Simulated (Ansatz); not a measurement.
A series of calculations on Ge

Part 1: Vibrations

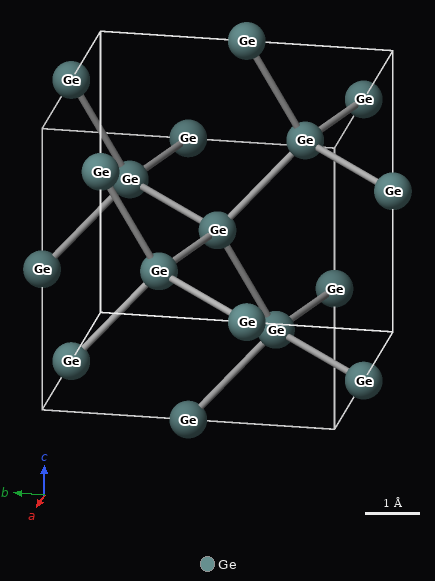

Lattice vibrations of a crystal of Ge relaxed at 3 GPa, space group Fd-3m (No. 227), at the zone centre. The picture is a ball-and-stick view of the conventional cell (4 times the calculation's cell), seen from a free direction. Lengths and directions refer to the drawn axes.

Level of theory: DFT LDA, scalar-relativistic, plane waves, PAW in Ansatz. Settings: plane-wave cutoff 420 eV; k-point mesh 14 × 14 × 14; occupations fermi dirac; smearing width 0.15 eV; target pressure 3 GPa; no spin polarisation.

Frequencies are those without the non-analytic (LO–TO) term.

List the optical modes.

Answer. The calculation's cell holds 2 atoms, so there are 3 optical modes, in 1 level. The optical modes span T₂g. No level is unstable.

```json
{"level": "1", "symmetry": "T₂g", "frequency (cm⁻¹)": "301", "activity": "Raman-active"}
```

The modes drawn as arrows (one member of each degenerate set):

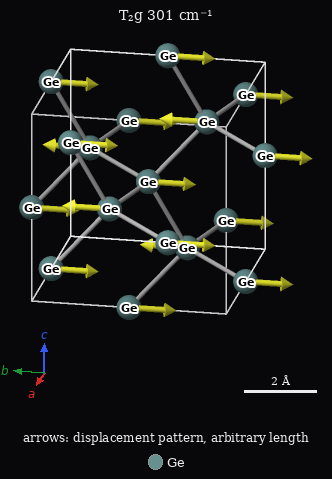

Part 2: One mode

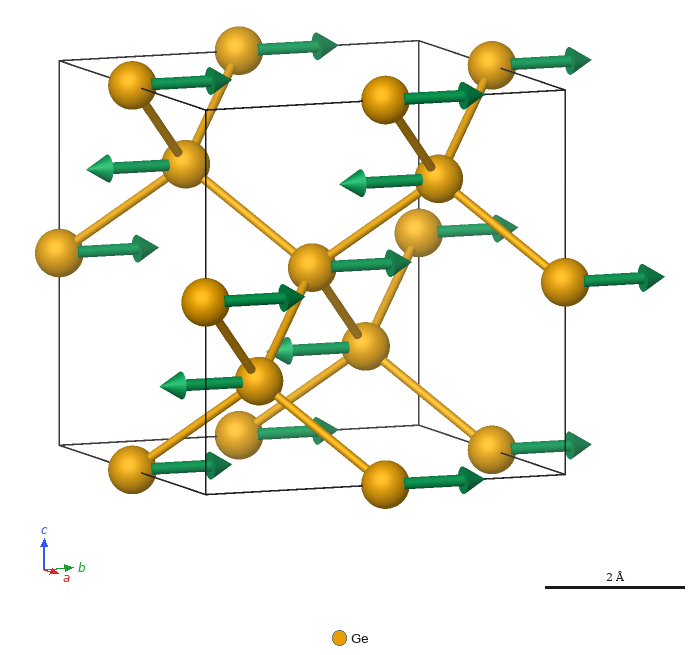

One vibrational mode of solid Ge at the zone centre. The green arrows give the relative displacements of the atoms. A ball-and-stick model of the conventional cell (4 times the calculation's cell), seen slightly off an axis. Lengths and directions refer to the drawn axes.

Theory: Ansatz 0.2.0, DFT LDA, scalar-relativistic, plane waves, PAW.

Input file:
```yaml
crystal:
  lattice:
    - [0.0, 2.8118106236, 2.8118106236]
    - [2.8118106236, 0.0, 2.8118106236]
    - [2.8118106236, 2.8118106236, 0.0]
  atoms:
    - { symbol: Ge, position: [0.5, 0.5, 0.5] }
    - { symbol: Ge, position: [0.75, 0.75, 0.75] }
basis:
  ecutwfc: 420
kpoints:
  mp_grid: { grid: [14, 14, 14] }
hamiltonian:
  xc: lda
scf:
  occupations: { method: fermi_dirac, width: 0.15 }
output:
  eigenvalues: true
phonons:
  method: dfpt
  eigenvectors: true
```

Launched with:
```bash
ansatz run input.yaml --threads 1 --pin off --max-ram 3072MiB --backend cpu --events-out ev --progress --plain --runs-dir out
```

The frequencies depend somewhat on the k-mesh and the smearing.

Describe the mode and give its frequency.

Answer. This is the T₂g mode (triply degenerate; one member of the set is drawn) at 35.6 meV, the only optical level, Raman-active by symmetry. All motion is along b; atoms of one kind move against one another, with no net shift of their sublattice.

Part 3: One mode

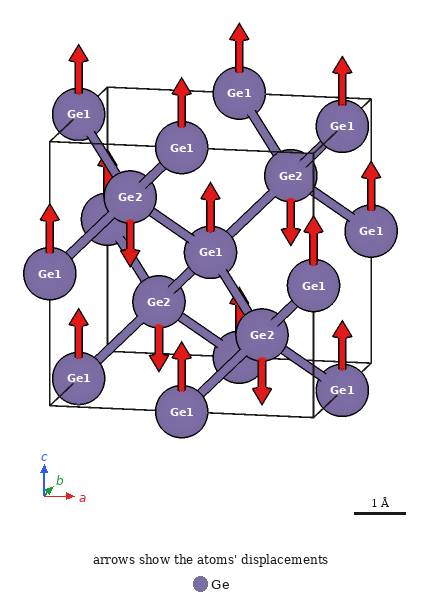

One vibrational mode of solid Ge relaxed at 15 GPa at the zone centre. Displacements are drawn as red arrows; their common scale and sign are arbitrary. A ball-and-stick model of the conventional cell (4 times the calculation's cell), seen slightly off an axis. Lengths and directions refer to the drawn axes.

All numbers below come from Ansatz 0.2.0, DFT LDA, scalar-relativistic, plane waves, PAW.

Input file:
```yaml
crystal:
  lattice:
    - [0.0, 2.6765734125, 2.6765734125]
    - [2.6765734125, 0.0, 2.6765734125]
    - [2.6765734125, 2.6765734125, 0.0]
  atoms:
    - { symbol: Ge, position: [0.5, 0.5, 0.5] }
    - { symbol: Ge, position: [0.75, 0.75, 0.75] }
basis:
  ecutwfc: 420
kpoints:
  mp_grid: { grid: [12, 12, 12] }
hamiltonian:
  xc: lda
scf:
  occupations: { method: gaussian, width: 0.01 }
output:
  eigenvalues: true
phonons:
  method: dfpt
  eigenvectors: true
```

Launched with:
```bash
ansatz run input.yaml --threads 1 --pin off --max-ram 3072MiB --backend cpu --events-out ev --progress --plain --runs-dir out
```

Frequencies are those without the non-analytic (LO–TO) term.

Q: Describe the mode and give its frequency.

A: This is the T₂g mode (triply degenerate; one member of the set is drawn) at 10.3 THz, the only optical level, Raman-active by symmetry. All motion is along c; atoms of one kind move against one another, with no net shift of their sublattice.

Part 4: Softest mode

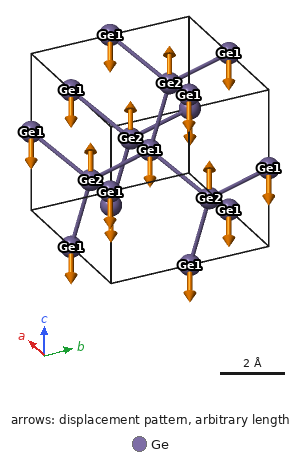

The lowest optical mode of solid Ge at 0.98 times its rest volume, space group Fd-3m (No. 227), at the zone centre. Displacements are drawn as orange arrows; their common scale and sign are arbitrary. A ball-and-stick model of the conventional cell (4 times the calculation's cell), seen from a free direction. Lengths and directions refer to the drawn axes.

Method: DFT LDA, scalar-relativistic, plane waves, PAW (Ansatz). Settings: plane-wave cutoff 420 eV; k-point mesh 14 × 14 × 14; occupations fermi dirac; smearing width 0.15 eV; no spin polarisation.

Frequencies are those without the non-analytic (LO–TO) term.

Is this crystal at a minimum with respect to the drawn distortion?

Yes: this softest mode has a real frequency, and so have all others here. That speaks for this wave vector alone: the rest of the zone wasn't checked in this run. This is the T₂g mode (triply degenerate; one member of the set is drawn) at 294 cm⁻¹, the only optical level, Raman-active by symmetry. All motion is along c; atoms of one kind move against one another, with no net shift of their sublattice.
